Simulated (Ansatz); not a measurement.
# Single point of Ni

The task is one self-consistent run of Ni. We look at Ni: the measured crystal structure (space group Fm-3m), with 1 atom per cell. Source: COD entry 2102293, which need not be the ambient phase.

Program: Ansatz 0.2.0. Level of theory: DFT PBE, PAW, plane waves, scalar-relativistic. These are calculated values, not measurements.

**1. The system as given**

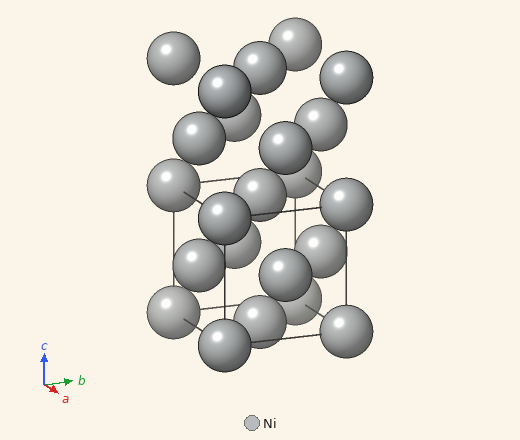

Start, viewed slightly off an axis; nickel light grey. 1×1×2 cells are drawn. Atoms on the faces are drawn again on the opposite ones. The cell drawn here is the conventional one.

As a file:

```cif
data_structure
_symmetry_space_group_name_H-M 'P 1'
_symmetry_Int_Tables_number 1
_cell_length_a 2.5061
_cell_length_b 2.5061
_cell_length_c 2.5061
_cell_angle_alpha 60.000
_cell_angle_beta 60.000
_cell_angle_gamma 60.000
_cell_volume 11.13
loop_
_atom_site_label
_atom_site_type_symbol
_atom_site_fract_x
_atom_site_fract_y
_atom_site_fract_z
_atom_site_occupancy
Ni1 Ni 0.00000 0.00000 0.00000 1
```

Atoms are counted from 1 in the order of input.yaml (Ni1 and so on).

The search for lower states is off throughout, and inputs that name a mixer don't switch to direct minimisation unless they say so. Spin is collinear, with starting moments Ni1 2.00 μB. β is the mixing step of the charge; the magnetisation has a step of its own, which the program sets unless it is named.

**2. The run**

input.yaml

```yaml
crystal:
  lattice:
    - [0.0, 1.7721, 1.7721]
    - [1.7721, 0.0, 1.7721]
    - [1.7721, 1.7721, 0.0]
  atoms:
    - { symbol: Ni, position: [0.0, 0.0, 0.0], spin: 2.0 }
magnetization:
  spin_polarized: true
hamiltonian:
  xc: pbe
  pseudopotentials: { kind: paw }
basis:
  ecutwfc: 420
kpoints:
  mp_grid: { grid: [14, 14, 14] }
scf:
  occupations: { method: fixed }
  lower_state_search: "off"
  max_iter: 50
output:
  forces: true
  stress: true
```

The run is started by

```
> ansatz run input.yaml --threads 2 --pin off --max-ram 5120MiB --backend cpu --events-out ev --progress --plain --runs-dir out
```

Log:

```text
Error: inconsistent input (scf.occupations.method, magnetization): a σ = 0 step fill (method: fixed, or a smearing width below the step floor) with no hard lock on the total moment puts the same N_el/2 bands in each spin channel, which gives a total moment of zero, but the starting moments sum to +2.0000 μB; make the starting moments (crystal.atoms[].spin / magnetization.per_species / magnetization.initial_magnetization) sum to zero, or set magnetization.spin_locking.lock_magnetization: hard with an even integer magnetization.initial_magnetization, or use a smearing method with a finite width, such as fermi_dirac
```

Wall time 0.08 s (2 threads of Arm Neoverse N1, shared host); peak memory 0.07 GiB.

**3. Diagnosis**

The input was refused before the first iteration. Its message: inconsistent input (scf.occupations.method, magnetization): a σ = 0 step fill (method: fixed, or a smearing width below the step floor) with no hard lock on the total moment puts the same N_el/2 bands in each spin channel, which gives a total moment of zero, but the starting moments sum to +2.0000 μB; [...]

Remedies tried next, one at a time: Fermi–Dirac smearing of 0.1 eV; back to the default settings.

**4. Fermi–Dirac smearing of 0.1 eV**

Edit input.yaml of step 2 so:

```diff
@@ -17,3 +17,3 @@
 scf:
-  occupations: { method: fixed }
+  occupations: { method: fermi_dirac, width: 0.1 }
   lower_state_search: "off"
```

The run is started by

```
> ansatz run input.yaml --threads 2 --pin off --max-ram 5120MiB --backend cpu --events-out ev --progress --plain --runs-dir out
```

Log, shortened:

```text
[...]
Pseudopotentials: kind: paw
Pseudopotential: Ni, paw, valence charge 18, recommended cutoff 420 eV (normal), Ni.paw.azcp
Functional definition: PBE
[...]
Crystal: 1 atoms, lattice volume = 11.130 Å³
Basis set: ecut = 420 eV, 229 PW (Γ), exchange–correlation on 36×36×36 points (8 copies of the dense FFT grid, shifted against one another)
Bands: 14, of which v1, the nominal top of the filled ones, is band 9 counted from 1 (8 counted from 0)
Symmetry: 48 space group operations
Space group: Fm-3m (ITA 225), of the structure as read, at distance tolerance 2.2e-5 Å
Magnetic group: BNS 225.116 (UNI 1618), of the structure as read, at distance tolerance 2.2e-5 Å
k-points: 104 of 2744
[...]
Starting moments: Σ|m| = 2 μB on 1 of 1 site
[...]
SCF iter   9: F=-5839.744482 eV  HF=-5839.744482 eV  |F-HF|=9.19e-11  |Δ(HF+E_count)|=   9.11e-9  Δρ=4.93e-6 (↑2.25e-6 ↓4.93e-6)  dr2=3.31e-10  dr2_m=1.29e-9  M=0.624 μB ∫|m|=0.716 μB  ethr=1.93e-11  ⟨swp⟩=1.8  Hψ=8605  notcnv=0
[...]
SCF converged after 9 iterations
Magnetization: 0.6237 μB (9.3119 up, 8.6881 down)
Absolute magnetization: 0.7173 μB (∫|ρ↑−ρ↓|, with the PAW one-centre terms)
Spin contamination: 0.0072 ħ² per cell (⟨S²⟩ above its minimum at these occupations)
Per-site moments (μB) at R_I (Å): [(0.6631256633596211, 1.0337777397260617)]
Free energy (F): -5839.744482 eV
[...]
E sigma→0 (E₀):  -5839.715954 eV
Entropy (-TS):   -0.057057 eV (-57.057 meV/atom)
Fermi energy:    17.660890 eV
[...]
--- Forces (eV/Å), atoms counted from 1 ---
  atom   1  Ni    -0.00000000    -0.00000000    -0.00000000
[...]
--- Stress (GPa, compression-positive) ---
       -3.734733       0.000000      -0.000000
       -0.000000      -3.734733      -0.000000
       -0.000000       0.000000      -3.734733
  P = ⅓ Tr σ = -3.7347 GPa (-37.347 kbar)
```

It took 2.4 s on 2 threads of Arm Neoverse N1, shared host; peak memory 0.26 GiB.

Converged in 9 iterations, ferromagnetic, site moments Ni1 0.66 μB, total 0.62 μB per cell, no gap on the k-mesh.

**5. Back to the default settings**

Edit input.yaml of step 2 so:

```diff
@@ -17,5 +17,4 @@
 scf:
-  occupations: { method: fixed }
+  occupations: { method: fermi_dirac, width: 0.05 }
   lower_state_search: "off"
-  max_iter: 50
 output:
```

The run is started by

```
> ansatz run input.yaml --threads 2 --pin off --max-ram 5120MiB --backend cpu --events-out ev --progress --plain --runs-dir out
```

Its history (converged in 11 iterations):

| iteration | Harris–Foulkes energy + 5840 (eV) | largest residual (eV) | M (μB) | ∫|m| (μB) |
| --- | --- | --- | --- | --- |
| 1 | 0.5511 | 1.42e+00 | 0.95 | 1.05 |
| 2 | 0.4419 | 9.23e-01 | 0.87 | 0.98 |
| 3 | 0.2790 | 7.19e-03 | 0.68 | 0.80 |
| 4 | 0.2755 | 1.56e-02 | 0.66 | 0.77 |
| 5 | 0.2786 | 8.16e-04 | 0.65 | 0.77 |
| 6 | 0.2781 | 2.32e-04 | 0.62 | 0.72 |
| 7 | 0.2781 | 3.55e-05 | 0.63 | 0.73 |
| 8 | 0.2781 | 3.25e-06 | 0.63 | 0.73 |
| 9 | 0.2781 | 1.79e-07 | 0.64 | 0.73 |
| 10 | 0.2781 | 1.78e-08 | 0.64 | 0.73 |
| 11 | 0.2781 | 2.94e-11 | 0.64 | 0.73 |

Run time: 2.7 s. Hardware: 2 threads of Arm Neoverse N1, shared host; peak memory 0.26 GiB.

This works: 11 iterations, ferromagnetic, site moments Ni1 0.68 μB, total 0.64 μB per cell, no gap on the k-mesh. Against step 4: free energy shifted by +22.5 meV/atom, zero-width estimate shifted by +2.1 meV/atom, pressure -4.0 GPa against -3.7.

**6. The histories together**

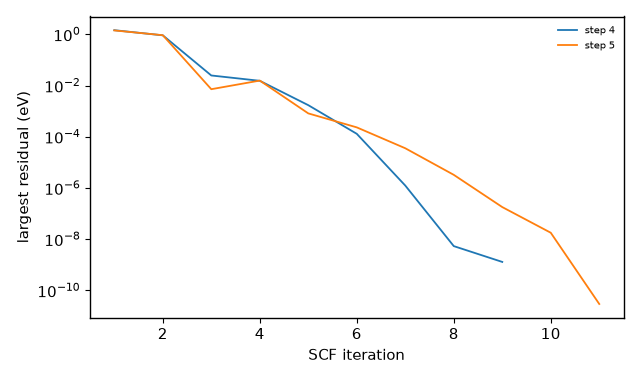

Residual along the iterations.

**7. Summary of results**

| quantity | value |
| --- | --- |
| first try | input refused |
| step 4: Fermi–Dirac smearing of 0.1 eV | converged in 9 iterations |
| step 5: the default settings | converged in 11 iterations |
| state reached in step 5 | ferromagnetic, site moments Ni1 0.68 μB, total 0.64 μB per cell, no gap on the k-mesh |
| largest force there | 0.000 eV/Å |

**Reading.** The run converges under 2 of the 2 changes tried; with “the default settings” it takes 11 iterations. After “Fermi–Dirac smearing of 0.1 eV” the occupations, cutoff or mesh differ from the default run's, and the free energy lies 22.5 meV/atom lower.
